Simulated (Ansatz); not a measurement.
## Electronic structure of GaSb in real space

```cif
data_structure
_symmetry_space_group_name_H-M 'P 1'
_symmetry_Int_Tables_number 1
_cell_length_a 5.5069
_cell_length_b 5.5069
_cell_length_c 3.1814
_cell_angle_alpha 90.000
_cell_angle_beta 90.000
_cell_angle_gamma 90.000
_cell_volume 96.48
loop_
_atom_site_label
_atom_site_type_symbol
_atom_site_fract_x
_atom_site_fract_y
_atom_site_fract_z
_atom_site_occupancy
Sb1 Sb 0.50000 0.50000 0.50000 1
Sb2 Sb 0.00000 0.00000 0.00000 1
Ga1 Ga 0.00000 0.50000 0.75000 1
Ga2 Ga 0.50000 0.00000 0.25000 1
```

Space group I-4m2; a structure from a database of computed crystals, not necessarily the ambient phase; computed pressure about −4 GPa in this cell.

Theory: Kohn-Sham DFT of a periodic cell, PBEsol0, Ansatz PAW (Ansatz 0.2.0).

In a PAW calculation such maps are meaningful between the atoms, not at the nuclei.

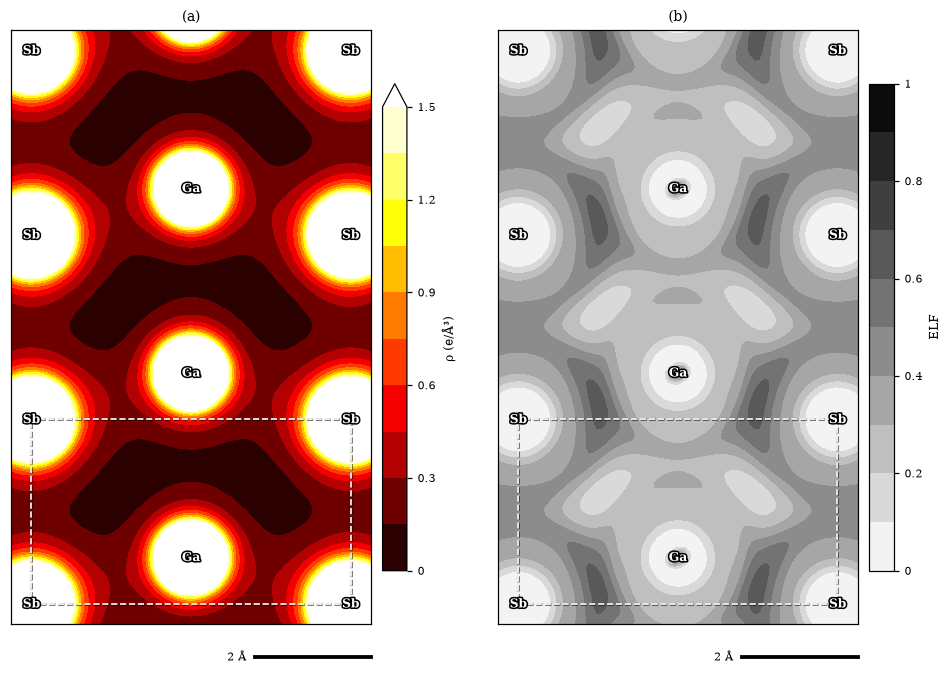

Figure 1. (a) valence charge density (pseudo); (b) ELF on the (010) plane of the conventional cell.

### What do the fields say about this system?

- The section cuts through Sb and Ga sites.
- Ga–Sb (2.87 Å): ρ is about 0.29 e/Å³ halfway; the ELF peaks at about 0.65 between the atoms.
- Sb–Sb (3.18 Å): ρ is about 0.21 e/Å³ halfway; the ELF is about 0.45 at the midpoint.
- Between the atoms the lowest density in this plane is 0.09 e/Å³.
- The features right at Ga lie inside the PAW spheres, where the map follows smoothed inner orbitals and isn't to be read closely.

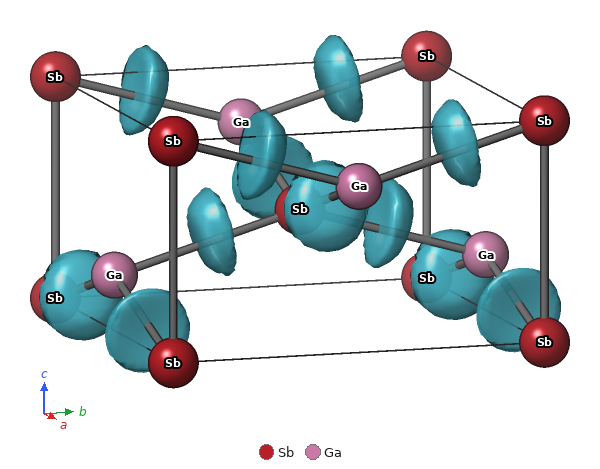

Figure 2. Isosurface of the ELF at 0.55 (cyan), seen slightly off an axis. Core shells and regions of very low density are left out. Sticks mark near contacts.

### Describe the localisation domains.

At this value the surface marks out eight regions between bonded Ga–Sb atoms, counted in one cell of 4 atoms. Regions shared between cells count once.

### Metal or insulator at this level of theory?

It is metallic or semimetallic at this level of theory: no gap opens.
